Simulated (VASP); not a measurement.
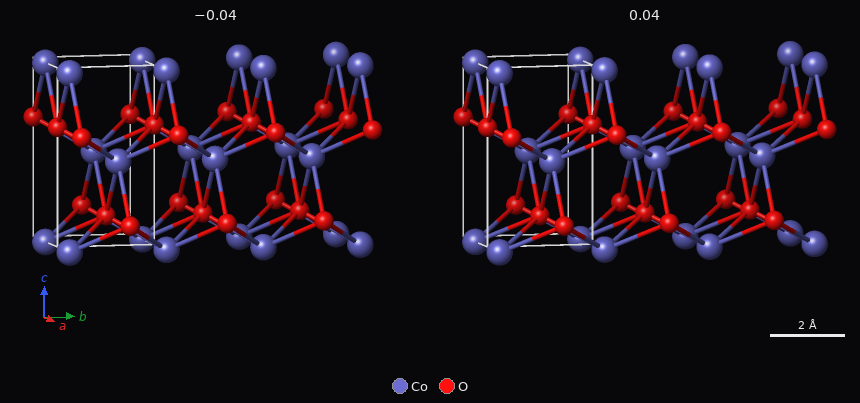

A crystal of CoO (a generated structure, set up in Amm2), held at several strains, with the atoms relaxed (per unit of the tabulated number the cell is strained by 1.0 along b). The picture shows the first and the last member. Style: ball-and-stick. Shown: the conventional cell (2 times the calculation's cell), repeated 2 × 3 × 1 with one cell outlined, slightly off an axis. Lengths and directions refer to the drawn axes.

Computed with VASP 6.6.1: PBE, VASP PAW PBE potentials, recommended. Settings: plane-wave cutoff 520 eV; k-point mesh 8 × 8 × 7; occupations fermi-dirac; smearing width 0.05 eV; collinear spin.

```json
{"strain": "−0.04", "energy (meV/atom)": "13.01"}
{"strain": "−0.02", "energy (meV/atom)": "3.14"}
{"strain": "−0.01", "energy (meV/atom)": "0.79"}
{"strain": "0.0", "energy (meV/atom)": "0.00"}
{"strain": "0.01", "energy (meV/atom)": "0.61"}
{"strain": "0.02", "energy (meV/atom)": "?"}
{"strain": "0.04", "energy (meV/atom)": "9.02"}
```

**Estimate the missing row from the others, and compare with the calculation.**

A parabola through three neighbouring rows (0.0, 0.01, 0.04) gives, with Lagrange weights, (−0.5000)(0.00) + (1.3333)(0.61) + (0.1667)(9.02) = 2.32 meV/atom. The calculation gives 2.45 meV/atom. The estimate is 0.13 meV/atom too low. From the first member to the last: Co–O 2.093 → 2.167 Å.

The whole series:

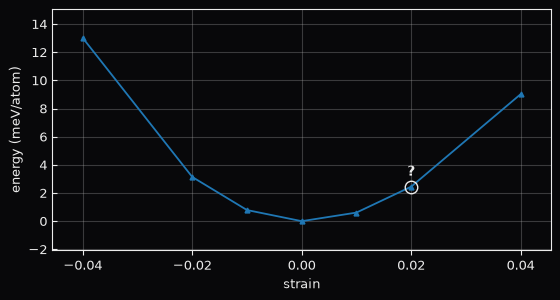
